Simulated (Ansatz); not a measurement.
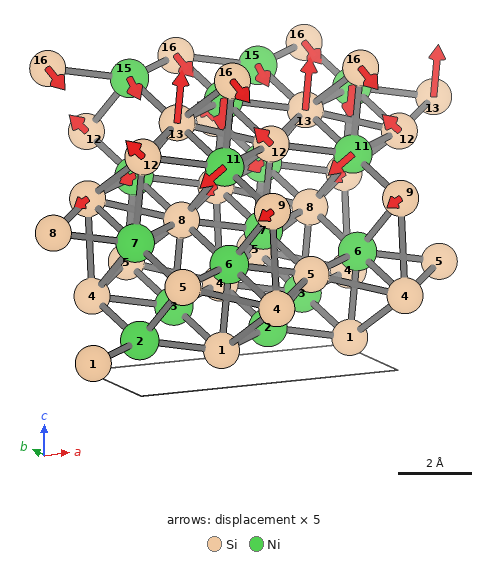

A constrained relaxation of a slab of composition SiNi (cut from the Pmmn phase). The starting structure is drawn; red arrows show the displacements, 5 times their true length.

A ball-and-stick model of the 2 × 1 repeat of the cell, outlined in the plane, without the vacuum (origin shifted), seen slightly off an axis.

Case: clean slab, lower half held. The slab is the (1 1 1) face of SiNi. 8 atoms are held fixed.

Computed with DFT PBE, scalar-relativistic, plane waves, PAW (Ansatz). Settings: plane-wave cutoff 420 eV; k-point mesh 7 × 6 × 1; occupations gaussian; smearing width 0.1 eV; no spin polarisation; dipole correction; atoms relaxed in a fixed cell; force threshold 0.03 eV/Å; at most 70 steps.

Q: Which element moves most?

A: Silicon: up to 0.30 Å, against 0.21 Å for nickel.

Q: What did the optimiser do to the structure, and how much energy did it gain?

A: The largest move is that of a Si atom, 0.30 Å at 9° to the normal (+c side). By element the largest moves are Si 0.30 Å, Ni 0.21 Å. The cell stays as it was. Some distances before and after: Si–Si 3.055 → 2.753 Å, Ni–Si 2.398 → 2.678 Å, Si–Si 2.678 → 2.447 Å, Ni–Si 2.351 → 2.478 Å. Bond angles that change, for instance: Si–Ni–Si 85.6° → 100.3°, Si–Ni–Si 111.4° → 125.5°, Si–Ni–Si 180.0° → 167.7°. Over 6 geometry steps the energy falls by 0.390 eV per cell of the calculation. Largest force component: 1 eV/Å at the start, 0.0057 eV/Å at the end. The run took 7.5 min on 4 threads of Arm Neoverse V1, with other jobs on the host, peak memory 2.1 GiB.

Limits of the set-up: an element that often carries a moment was run without spin polarisation.
